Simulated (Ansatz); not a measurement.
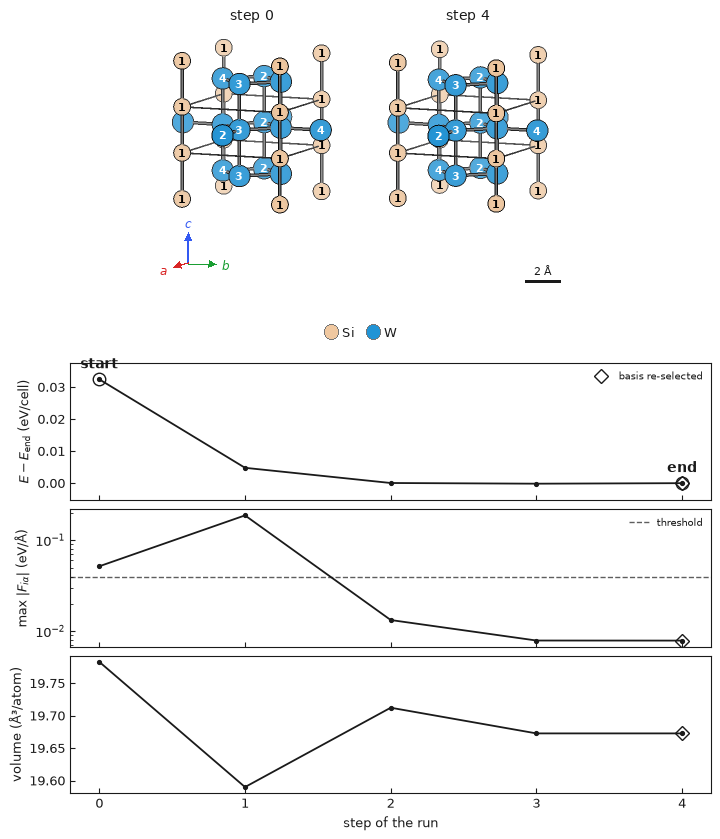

First and last geometry of a relaxation of a crystal of SiW₄ (a generated structure, set up in P4/mmm) (coarse preliminary run), with the history of the run. The picture is a ball-and-stick view of the cell of the calculation, seen slightly off an axis.

Theory: DFT PBE, scalar-relativistic, plane waves, PAW in Ansatz 0.2.0. Settings: plane-wave cutoff 420 eV; k-point mesh 4 × 4 × 6; occupations gaussian; smearing width 0.1 eV; no spin polarisation; cell and atoms relaxed; force threshold 0.04 eV/Å; at most 70 steps.

**Did the run converge, and what did it change?**

It converged. The atoms keep their places relative to the cell (all moves are under 0.005 Å). Cell: a = b 6.094 → 6.133 Å (+0.6 %), c 2.663 → 2.615 Å (−1.8 %). Volume −0.6 %. Some distances before and after: W–W 2.663 → 2.615 Å, Si–Si 2.663 → 2.615 Å, W–W 2.482 → 2.503 Å, W–W 2.554 → 2.567 Å. The space group stays P4/mmm (No. 123). After 3 accepted moves (4 points after the start) the energy has fallen by 32.4 meV per cell of the calculation. The largest force component goes from 0.052 to 0.0079 eV/Å. The pressure goes from −0.63 to 0.07 GPa. At 1 point the geometry stayed and the basis and grid were re-selected for the new cell (energy shift of 0.2 meV per cell of the calculation at most each time).

Limits of the set-up: the k-point mesh is coarse for a cell with partly filled bands.
